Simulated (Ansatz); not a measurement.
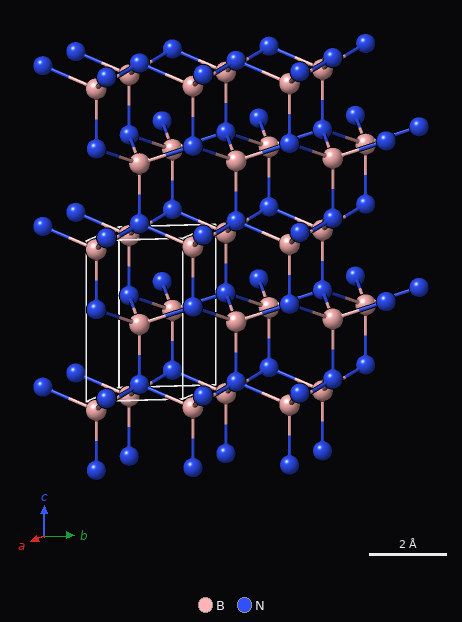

Figure 1. The starting structure (ball-and-stick view of the cell of the calculation, repeated 2 × 3 × 2, seen slightly off an axis; bonded neighbours outside the cell are drawn too).

Run report: BN, geometry relaxation

BN (P6₃mc, 4 atoms in the cell), computed with DFT PBE, scalar-relativistic, plane waves, PAW, no spin polarisation (Ansatz 0.2.0).

The structure derives from a Materials Project entry.

Input:
```yaml
crystal:
  lattice:
    - [2.5539396017, 0.0, 0.0]
    - [-1.2769698009, 2.2117765748, 0.0]
    - [0.0, 0.0, 4.226855]
  atoms:
    - { symbol: B, position: [0.66666667, 0.33333333, 0.999724] }
    - { symbol: B, position: [0.33333333, 0.66666667, 0.499724] }
    - { symbol: "N", position: [0.66666667, 0.33333333, 0.625276] }
    - { symbol: "N", position: [0.33333333, 0.66666667, 0.125276] }
basis:
  ecutwfc: 420
kpoints:
  mp_grid: { grid: [12, 12, 6] }
hamiltonian:
  xc: pbe
scf:
  occupations: { method: gaussian, width: 0.02 }
output:
  forces: true
  stress: true
  eigenvalues: true
  write_density: true
  write_potential: true
  elf: true
  volumetric_format: npy
relax:
  adjacent_minimum: "off"
  f_tol: 0.005
  max_steps: 80
  cell: { stress_tol: 0.05 }
```

Hardware: 1 thread of AMD EPYC (Zen 3), 32 GiB of memory available, shared host.

Launched with:
```bash
ansatz run input.yaml --threads 1 --pin off --max-ram 3072MiB --backend cpu --events-out ev --progress --plain --runs-dir out
```

Output:
```
Engine: ansatz 0.2.0, x86_64-unknown-linux-gnu
Pseudopotentials: kind: paw
Pseudopotential: B, paw, valence charge 3, recommended cutoff 420 eV (normal), B.paw.azcp
Pseudopotential: N, paw, valence charge 5, recommended cutoff 420 eV (normal), N.paw.azcp
Functional definition: PBE
  parameter kappa = 0.804
  parameter beta = 0.06672455060314922
  exchange = pbe_x(kappa = kappa, mu = beta*pi^2/3)
  correlation = pbe_c(beta = beta)
Crystal: 4 atoms, lattice volume = 23.876 Å³
Basis set: ecut = 420 eV, 465 PW (Γ), exchange–correlation on 36×36×60 points (8 copies of the dense FFT grid, shifted against one another)
Bands: 12, of which v1, the nominal top of the filled ones, is band 8 counted from 1 (7 counted from 0)
Symmetry: 12 space group operations
Space group: P63mc (ITA 186), of the structure as read, at distance tolerance 2.9e-5 Å
k-points: 76 of 864 (time reversal used)
Non-local potential: B, projectors of the file, l = 0: 2, l = 1: 2, l = 2: 1
Non-local potential: N, projectors of the file, l = 0: 2, l = 1: 2, l = 2: 1
PAW form: soft (Blöchl's): semilocal exchange-correlation on the pseudo side does not see the compensation charge
PAW one-centre angular grid: B, 110 points (default); XC on 64 Gauss nodes
PAW one-centre angular grid: N, 110 points (default); XC on 64 Gauss nodes
Initial density: superposition of atomic densities (neutral atoms: chi_scale 0, normalization atom), corrected by the library's trained network
Initial wavefunctions: pseudopotential atomic-orbital guess
Functional: x = pbe(κ = 0.804, μ = 0.2195149727645171), c = pbe(β = 0.06672455060314922)
SCF iter   1: F=—  HF=-1084.482541 eV  |F-HF|=—  |Δ(HF+E_count)|=         —  Δρ=2.71e-3  dr2=9.05e-4  ethr=1.77e-3  ⟨swp⟩=5.1  Hψ=5107  notcnv=0
preconditioner: auto → none  [insulator: Δε(μ)=5.198 eV  Ē_g=17.516 eV  σ=0.020 eV  W_gap=1.00  n_scr=2 (ndim 8)  ℏωp=30.4 eV  f_vac=0.000  D(μ)=0.00/eV (n_scr^D=0)  ε∞_Penn≈4.0]
SCF iter   2: F=—  HF=-1084.482700 eV  |F-HF|=—  |Δ(HF+E_count)|=   1.59e-4  Δρ=9.69e-4  dr2=1.10e-4  ethr=5.65e-6  ⟨swp⟩=2.2  Hψ=2379  notcnv=0
SCF iter   3: F=—  HF=-1084.482803 eV  |F-HF|=—  |Δ(HF+E_count)|=   1.03e-4  Δρ=4.77e-4  dr2=1.62e-5  ethr=6.86e-7  ⟨swp⟩=2.9  Hψ=1647  notcnv=0
SCF iter   4: F=—  HF=-1084.482853 eV  |F-HF|=—  |Δ(HF+E_count)|=   5.04e-5  Δρ=1.10e-4  dr2=9.05e-7  ethr=1.01e-7  ⟨swp⟩=2.5  Hψ=1497  notcnv=0
iter 5 did not close the SCF: its close was put off for the readings that it lacked (scf_convergence_deferred on its scf_iter line)
SCF iter   5: F=-1084.482856 eV  HF=-1084.482856 eV  |F-HF|=4.67e-8  |Δ(HF+E_count)|=   2.96e-6  Δρ=1.38e-5  dr2=1.39e-8  ethr=5.65e-9  ⟨swp⟩=2.1  Hψ=1499  notcnv=0
SCF iter   6: F=-1084.482856 eV  HF=-1084.482856 eV  |F-HF|=2.41e-10  |Δ(HF+E_count)|=   5.07e-8  Δρ=1.10e-6  dr2=1.15e-10  ethr=8.66e-11  ⟨swp⟩=5.0  Hψ=4853  notcnv=0
SCF 1 converged in 6 iterations: F = -1084.482856 eV  dr2 = 1.15e-10
  greatest PAW one-centre occupation: 0.787 electrons in one spin orbital (limit 2), on the N atom at site 3 (counted from 0), in its partial waves of l = 0
relax step   1: F+E_penalty+E_count = -1084.48285612 eV  Δ(F+E_penalty+E_count) = +0.000e0 eV  max|allowed force component| = 1.631e-2 eV/Å  Δτ_max = 0.0000 Å  P = -0.043 GPa  Ω = 23.876 Å³  (6 SCF iters, dr2 threshold 1.00e-7 eV, accepted)
Crystal: 4 atoms, lattice volume = 23.875 Å³
Initial density: handed on by an earlier stage of this run
Initial wavefunctions: those handed on with the density
iter 1 solved again at ethr=1.73e-8 eV; its pass at ethr=3.10e-3 eV (dr2=2.76e-6 eV) is discarded
SCF iter   1: F=—  HF=-1084.482896 eV  |F-HF|=—  |Δ(HF+E_count)|=         —  Δρ=1.93e-4  dr2=3.60e-6  ethr=1.73e-8  ⟨swp⟩=2.1  Hψ=6535  notcnv=0
preconditioner: auto → none  [insulator: Δε(μ)=5.232 eV  Ē_g=17.527 eV  σ=0.020 eV  W_gap=1.00  n_scr=2 (ndim 8)  ℏωp=30.4 eV  f_vac=0.000  D(μ)=0.00/eV (n_scr^D=0)  ε∞_Penn≈4.0]
SCF iter   2: F=—  HF=-1084.482898 eV  |F-HF|=—  |Δ(HF+E_count)|=   2.06e-6  Δρ=8.51e-5  dr2=5.51e-7  ethr=1.73e-8  ⟨swp⟩=2.1  Hψ=1521  notcnv=0
SCF iter   3: F=-1084.482898 eV  HF=-1084.482898 eV  |F-HF|=3.98e-8  |Δ(HF+E_count)|=   2.84e-8  Δρ=2.13e-5  dr2=6.34e-8  ethr=2.50e-9  ⟨swp⟩=9.0  Hψ=6552  notcnv=0
SCF 2 converged in 3 iterations: F = -1084.482898 eV  dr2 = 6.34e-8
  greatest PAW one-centre occupation: 0.787 electrons in one spin orbital (limit 2), on the N atom at site 2 (counted from 0), in its partial waves of l = 0
relax step   2: F+E_penalty+E_count = -1084.48289818 eV  Δ(F+E_penalty+E_count) = -4.206e-5 eV  max|allowed force component| = 4.466e-3 eV/Å  Δτ_max = 0.0005 Å  P = -0.015 GPa  Ω = 23.875 Å³  energy of the carried Pulay correction = +6.635e-6 eV  (3 SCF iters, dr2 threshold 4.00e-7 eV, accepted)
iter 1 solved again at ethr=1.22e-9 eV; its pass at ethr=3.10e-3 eV (dr2=1.94e-7 eV) is discarded
SCF iter   1: F=—  HF=-1084.482903 eV  |F-HF|=—  |Δ(HF+E_count)|=         —  Δρ=4.59e-5  dr2=2.56e-7  ethr=1.22e-9  ⟨swp⟩=2.1  Hψ=6498  notcnv=0
preconditioner: auto → none  [insulator: Δε(μ)=5.228 eV  Ē_g=17.527 eV  σ=0.020 eV  W_gap=1.00  n_scr=2 (ndim 8)  ℏωp=30.4 eV  f_vac=0.000  D(μ)=0.00/eV (n_scr^D=0)  ε∞_Penn≈4.0]
SCF iter   2: F=-1084.482906 eV  HF=-1084.482906 eV  |F-HF|=1.56e-8  |Δ(HF+E_count)|=   3.05e-6  Δρ=1.89e-5  dr2=3.57e-8  ethr=5.77e-10  ⟨swp⟩=5.7  Hψ=5380  notcnv=0
SCF 3 converged in 2 iterations: F = -1084.482906 eV  dr2 = 3.57e-8
relax step   3: F+E_penalty+E_count = -1084.48290573 eV  Δ(F+E_penalty+E_count) = -7.549e-6 eV  max|allowed force component| = 1.027e-3 eV/Å  Δτ_max = 0.0001 Å  P = -0.013 GPa  Ω = 23.875 Å³  energy of the carried Pulay correction = +8.261e-6 eV  (2 SCF iters, dr2 threshold 9.22e-8 eV, accepted)
Initial wavefunctions: pseudopotential atomic-orbital guess (no wavefunctions were taken with the density)
iter 1 solved again at ethr=2.20e-8 eV; its pass at ethr=3.10e-3 eV (dr2=3.52e-6 eV) is discarded
SCF iter   1: F=—  HF=-1084.482902 eV  |F-HF|=—  |Δ(HF+E_count)|=         —  Δρ=1.87e-5  dr2=3.06e-8  ethr=2.20e-8  ⟨swp⟩=3.0  Hψ=7935  notcnv=0
preconditioner: auto → none  [insulator: Δε(μ)=5.227 eV  Ē_g=17.527 eV  σ=0.020 eV  W_gap=1.00  n_scr=2 (ndim 8)  ℏωp=30.4 eV  f_vac=0.000  D(μ)=0.00/eV (n_scr^D=0)  ε∞_Penn≈4.0]
SCF iter   2: F=—  HF=-1084.482906 eV  |F-HF|=—  |Δ(HF+E_count)|=   3.48e-6  Δρ=8.47e-6  dr2=4.83e-9  ethr=1.91e-10  ⟨swp⟩=2.0  Hψ=1493  notcnv=0
SCF iter   3: F=—  HF=-1084.482906 eV  |F-HF|=—  |Δ(HF+E_count)|=   1.46e-9  Δρ=1.98e-6  dr2=4.51e-10  ethr=3.02e-11  ⟨swp⟩=2.8  Hψ=1605  notcnv=0
SCF iter   4: F=-1084.482906 eV  HF=-1084.482906 eV  |F-HF|=1.09e-11  |Δ(HF+E_count)|=  2.00e-11  Δρ=5.50e-7  dr2=1.93e-11  ethr=1.00e-12  ⟨swp⟩=4.0  Hψ=4375  notcnv=0
SCF 4 converged in 4 iterations: F = -1084.482906 eV  dr2 = 1.93e-11
relax step   4: F+E_penalty+E_count = -1084.48290556 eV  Δ(F+E_penalty+E_count) = +1.750e-7 eV  max|allowed force component| = 9.056e-4 eV/Å  Δτ_max = 0.0000 Å  P = -0.014 GPa  Ω = 23.875 Å³  stress off target by 2.43e-2 GPa  SCF on the basis re-selected at this cell (its energy is not comparable with the rows above)  (4 SCF iters)
```

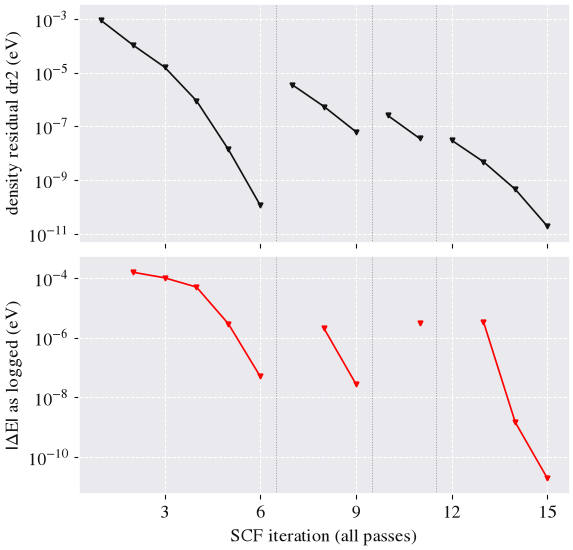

Figure 2. Convergence of the self-consistent field: density residual dr2 and size of the energy change against the SCF iteration. The dotted lines part the SCF passes of the relaxation: geometry steps, rejected trials and re-solves on a re-selected basis. The passes take 6, 3, 2 and 4 iterations.

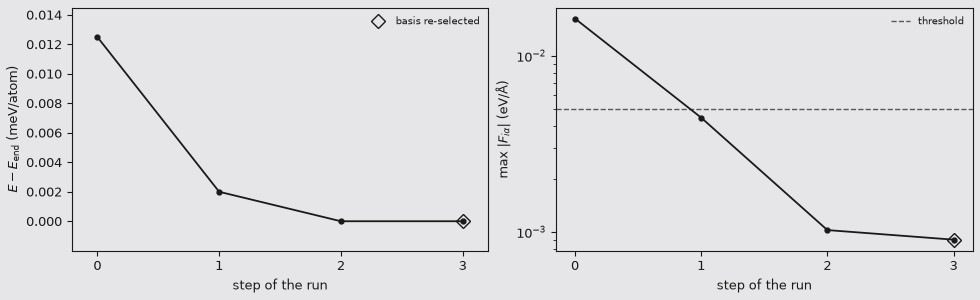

Figure 3. Progress of the relaxation, step by step (the first geometry is step 0 here and step 1 in the log). The energy falls by next to nothing (0.0 meV per atom) in 2 geometry steps. Largest force component: 0.016 eV/Å at the start, 0.00091 eV/Å at the end. The pressure goes from −0.04 to −0.01 GPa. No atom moves by more than 0.005 Å relative to the cell. The space group stays P6_3mc (No. 186). A last SCF at the same geometry on a re-selected plane-wave basis shifts the energy by next to nothing (0.0 meV per atom). (Atoms are counted from 1 in the order of the input.)

```
basis re-selected at this cell: Δ(F+E_penalty+E_count) = +1.750e-7 eV, ΔP = -0.001 GPa vs the last step (what re-selecting the basis moved, of the pressure what is left beyond the Pulay correction that the steps carried, after the strain that the cell walked since its last selection, with what the two solves' SCF thresholds leave and, on support functions, any second-order correction that the steps lacked; it is no measure of the basis error at this ecutwfc). This SCF's stress stands 2.43e-2 GPa from its target on what of the cell is left free (relax.cell.stress_tol is 5.00e-2 GPa) and its largest allowed force component is 9.06e-4 eV/Å (relax.f_tol is 5.00e-3 eV/Å): within both
SCF converged after 4 iterations
Free energy (F): -1084.482906 eV
Harris-Foulkes:  -1084.482906 eV  (|F-HF|=1.09e-11)
Internal energy: -1084.482906 eV  (E = F + TS)
E sigma→0 (E₀):  -1084.482906 eV
Fermi energy:    13.778390 eV
--- Per-component energies (eV) ---
  E_band       = 51.044062
  E_kinetic    = 370.148850
  E_local      = -354.559811  (includes V_loc(G=0)·N_el)
  E_nonlocal   = 113.041682
  E_hartree    = 99.655066
  E_xc         = -186.645155
  E_vxc        = -232.137356  (∫ρ·V_xc dr)
  E_paw        = -412.786746  (= ΣΔE_a)
  E_vpaw       = -44.759591  (= ΣTr[D̂ρ^β])
  E_aug_tail   = 0.000203  (compensation charges beyond the density's cutoff)
  E_ewald      = -713.336996
  E_smearing   = -0.000000  (= −TS)
  E_closure    = -0.000000  (closes the sum)
  Σ components = -1084.482906   (vs F -1084.482906, Δ=0.00e0)
--- Forces (eV/Å), atoms counted from 1 ---
  atom   1  B     -0.00000000     0.00000000     0.00090535
  atom   2  B      0.00000000    -0.00000000     0.00090535
  atom   3  N     -0.00000000     0.00000000    -0.00090584
  atom   4  N     -0.00000000     0.00000000    -0.00090584
  max |Σ_I F_I| component: 9.78e-7 eV/Å
--- Stress (GPa, compression-positive) ---
       -0.024330      -0.000000      -0.000000
       -0.000000      -0.024330       0.000000
       -0.000000       0.000000       0.007484
  P = ⅓ Tr σ = -0.0137 GPa (-0.137 kbar)
--- Band table (eV; the first three rows and the last of 76) ---
  k-point 0: bands = ["-9.1216", "-5.0122", "0.3462", "9.0624", "9.0624", "10.9045", "11.1647", "11.1647", "19.5095", "19.5095", "19.7235", "20.5620"]
  k-point 1: bands = ["-8.9567", "-5.5696", "1.1955", "9.1786", "9.1786", "10.0144", "10.9902", "10.9902", "19.7074", "19.7074", "20.0907", "20.5617"]
  k-point 2: bands = ["-8.4677", "-6.6488", "3.1294", "7.9454", "9.5104", "9.5104", "10.5455", "10.5455", "20.2564", "20.2564", "20.4828", "20.5645"]
  k-point 75: bands = ["-3.7330", "-3.7330", "2.3961", "2.3961", "3.5218", "3.5218", "8.1657", "8.1657", "20.4225", "20.4225", "21.3258", "21.3258"]
--- Relaxed structure (3 steps of the walk, 3 accepted, 1 SCFs on fresh bases) ---
  F+E_penalty+E_count = -1084.48290556 eV   max|allowed force component| = 9.056e-4 eV/Å   (the final SCF, on the basis selected at the relaxed cell)
  cell:  # Å, volume = 23.8752 Å³
    - [2.554580096862152, 2.8874749468793343e-11, 2.8469299561018355e-35]
    - [-1.2772900484560823, 2.2123312598702984, -2.6562218104753053e-35]
    - [4.7117637831630157e-35, -2.3558818915815079e-35, 4.224514534574408]
  atoms:
    - { symbol: B, position: [0.6666666666666666, 0.33333333333333326, 0.9998058547070805] }
    - { symbol: B, position: [0.33333333333333326, 0.6666666666666666, 0.4998058547070806] }
    - { symbol: N, position: [0.6666666666666666, 0.33333333333333326, 0.6251941452929194] }
    - { symbol: N, position: [0.33333333333333326, 0.6666666666666666, 0.12519414529291942] }
```

Trajectory as extended XYZ (Å, eV, eV/Å), 4 frames, from step=1 to step=4:
```
4
Lattice="2.5539 0.0000 0.0000 -1.2770 2.2118 0.0000 0.0000 0.0000 4.2269" Properties=species:S:1:pos:R:3:forces:R:3 step=1 energy=-1084.48286 pressure_GPa=-0.04
B     1.2770    0.7373    4.2257    0.0000   0.0000   0.0163
B     0.0000    1.4745    2.1123    0.0000   0.0000   0.0163
N     1.2770    0.7373    2.6430    0.0000   0.0000  -0.0163
N     0.0000    1.4745    0.5295    0.0000   0.0000  -0.0163
4
Lattice="2.5549 0.0000 0.0000 -1.2774 2.2126 0.0000 0.0000 0.0000 4.2237" Properties=species:S:1:pos:R:3:forces:R:3 step=2 energy=-1084.48290 pressure_GPa=-0.02
B     1.2774    0.7375    4.2230    0.0000   0.0000  -0.0045
B     0.0000    1.4750    2.1111    0.0000   0.0000  -0.0045
N     1.2774    0.7375    2.6405    0.0000   0.0000   0.0045
N     0.0000    1.4750    0.5287    0.0000   0.0000   0.0045
4
Lattice="2.5546 0.0000 0.0000 -1.2773 2.2123 0.0000 0.0000 0.0000 4.2245" Properties=species:S:1:pos:R:3:forces:R:3 step=3 energy=-1084.48291 pressure_GPa=-0.01
B     1.2773    0.7374    4.2237    0.0000   0.0000   0.0011
B     0.0000    1.4749    2.1114    0.0000   0.0000   0.0011
N     1.2773    0.7374    2.6411    0.0000   0.0000  -0.0010
N     0.0000    1.4749    0.5289    0.0000   0.0000  -0.0010
4
Lattice="2.5546 0.0000 0.0000 -1.2773 2.2123 0.0000 0.0000 0.0000 4.2245" Properties=species:S:1:pos:R:3:forces:R:3 step=4 energy=-1084.48291 pressure_GPa=-0.01
B     1.2773    0.7374    4.2237    0.0000   0.0000   0.0009
B     0.0000    1.4749    2.1114    0.0000   0.0000   0.0009
N     1.2773    0.7374    2.6411    0.0000   0.0000  -0.0009
N     0.0000    1.4749    0.5289    0.0000   0.0000  -0.0009
```

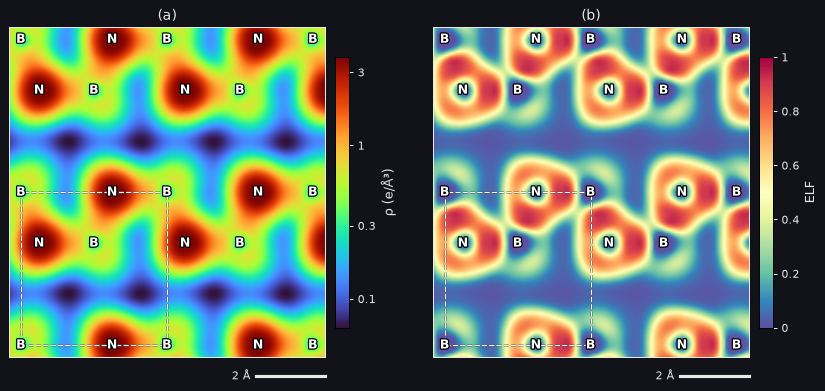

Figure 4. (a) valence charge density (pseudo); (b) electron localisation function on the (110) plane of the conventional cell. Away from the nuclei the density in this plane falls to 0.06 e/Å³ at its lowest. Core electrons are frozen (PAW), so the fields are smoothed inside the atomic spheres.

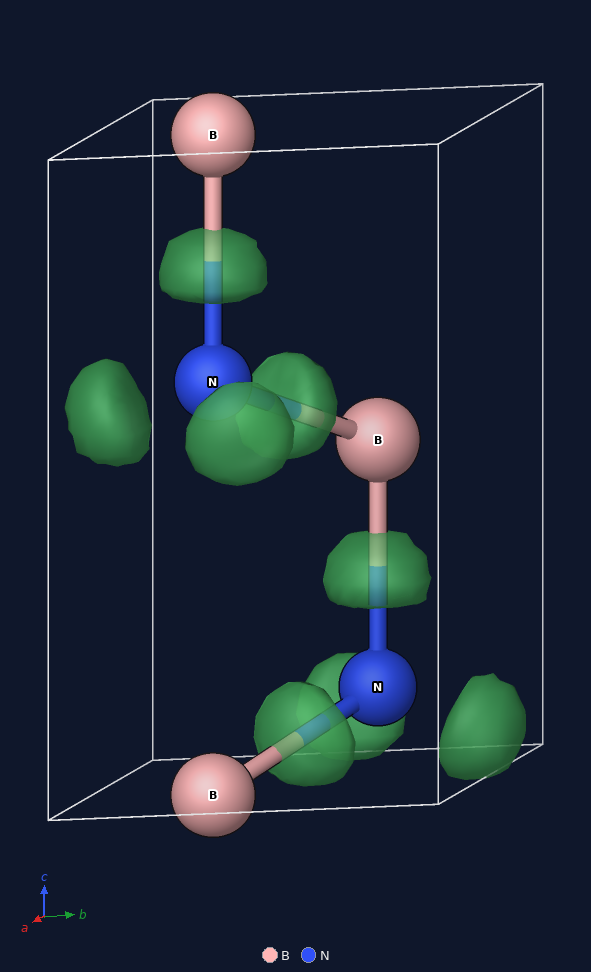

Figure 5. Isosurface of the ELF at 0.85 (green), seen slightly off an axis. Only the valence region is drawn (cores and ρ < 0.01 e/Å³ removed). Sticks mark near contacts. The outline is the cell set on symmetry axes. Along the contacts the grid gives the following. B–N (1.57 Å): the ELF peaks at about 0.95 between the atoms, which marks a shared but strongly polarised pair.

Summary:

| quantity | value |
| --- | --- |
| outcome | converged |
| space group (tolerance 0.01 Å) | P6₃mc (186) |
| electrons treated | 16 |
| free energy | −1084.4829 eV |
| Fermi energy | 13.778 eV |
| gap on the k-point mesh | 5.23 eV |
| pressure | −0.01 GPa |
| final volume | 23.88 Å³ |
| largest force (length of the vector) at the end | 0.001 eV/Å |
| final cell | a = 2.555 Å, b = 2.555 Å, c = 4.225 Å, α = 90.00°, β = 90.00°, γ = 120.00° |
| wall time | 8.3 s |
| peak memory | 0.38 GiB |
